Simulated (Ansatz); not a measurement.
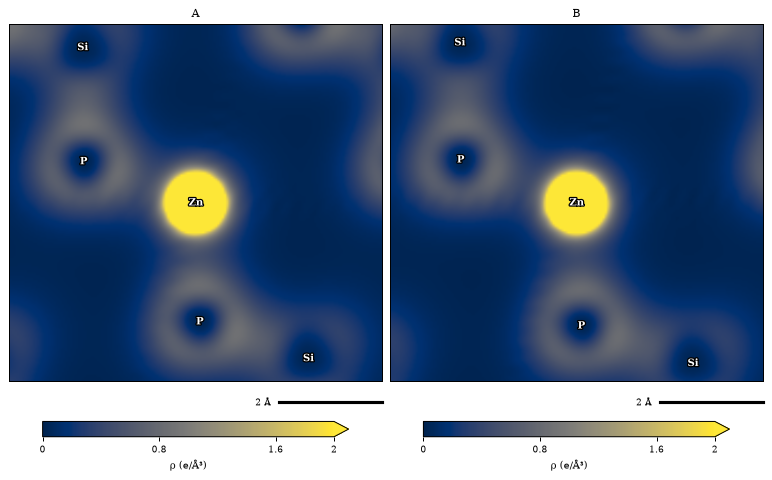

ZnSiP₂. The valence charge density (pseudo) of two cells that differ in size, on the (001) plane of each (indices in the axes of the calculation cell), at one length scale and on one colour scale: B has 19.5 Å³ an atom and A 17.8.

Space group I-42d; a structure from a database of computed crystals, not necessarily the ambient phase.

These are results of DFT r2SCAN, scalar-relativistic, plane waves, PAW in Ansatz 0.2.0, not measurements.

The larger cell:

```cif
data_structure
_symmetry_space_group_name_H-M 'P 1'
_symmetry_Int_Tables_number 1
_cell_length_a 6.5313
_cell_length_b 6.5313
_cell_length_c 6.5313
_cell_angle_alpha 130.854
_cell_angle_beta 130.854
_cell_angle_gamma 72.045
_cell_volume 155.87
loop_
_atom_site_label
_atom_site_type_symbol
_atom_site_fract_x
_atom_site_fract_y
_atom_site_fract_z
_atom_site_occupancy
Zn1 Zn 0.00000 0.00000 0.00000 1
Zn2 Zn 0.75000 0.25000 0.50000 1
Si1 Si 0.50000 0.50000 0.00000 1
Si2 Si 0.25000 0.75000 0.50000 1
P1 P 0.37500 0.39286 0.51786 1
P2 P 0.87500 0.85714 0.48214 1
P3 P 0.60714 0.12500 0.98214 1
P4 P 0.14286 0.62500 0.01786 1
```

The smaller cell: a = 6.339 Å, b = 6.339 Å, c = 6.339 Å, α = 130.92°, β = 130.92°, γ = 71.94°.

Q: What does the compression do to the bonding and the properties?

A: From the larger cell to the smaller, Zn–P goes from 2.39 to 2.31 Å, and the density at its midpoint from 0.49 to 0.55 e/Å³; Si–P goes from 2.28 to 2.22 Å, and the density at its midpoint from 0.68 to 0.74 e/Å³; the pressure goes from −2.6 to 7 GPa; the Kohn–Sham gap goes from 1.6 eV to 1.4 eV.
